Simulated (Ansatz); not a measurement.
Consider CuO.

```xyz
2
Lattice="2.7980 0.0000 0.0000 -1.3990 2.4231 0.0000 0.0000 0.0000 2.7307" Properties=species:S:1:pos:R:3 pbc="T T T"
Cu    0.0000    0.0000    0.0000
O     1.3990    0.8077    1.3654
```

Space group P-6m2; a generated structure, not necessarily the stable one; built by placing these elements on a known structure type; computed pressure about 7 GPa in this cell.

The calculation used Ansatz 0.2.0, Kohn-Sham DFT of a periodic cell, PBE, PseudoDojo stringent.

What can the converged electron localisation function tell about the bonding?

Cu–O (2.12 Å): the ELF peaks at about 0.85 in the valence shell of O, 0.6 Å from its nucleus, and is about 0.15 at the midpoint; no localised pair shows between them.

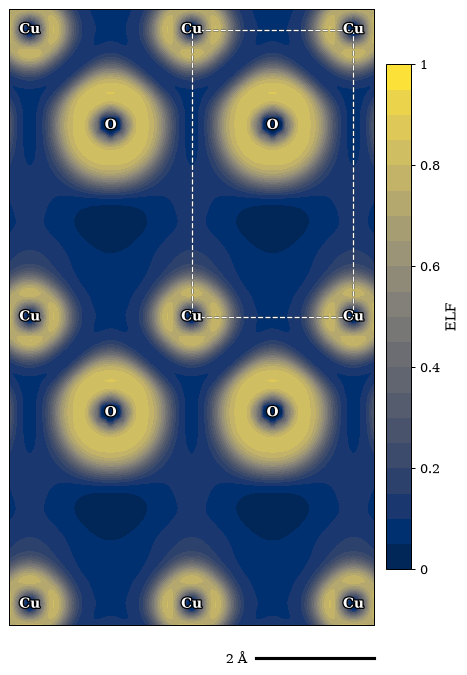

Computed electron localisation function on the (110) plane of the conventional cell. 

In a pseudopotential calculation such maps are meaningful between the atoms, not at the nuclei.
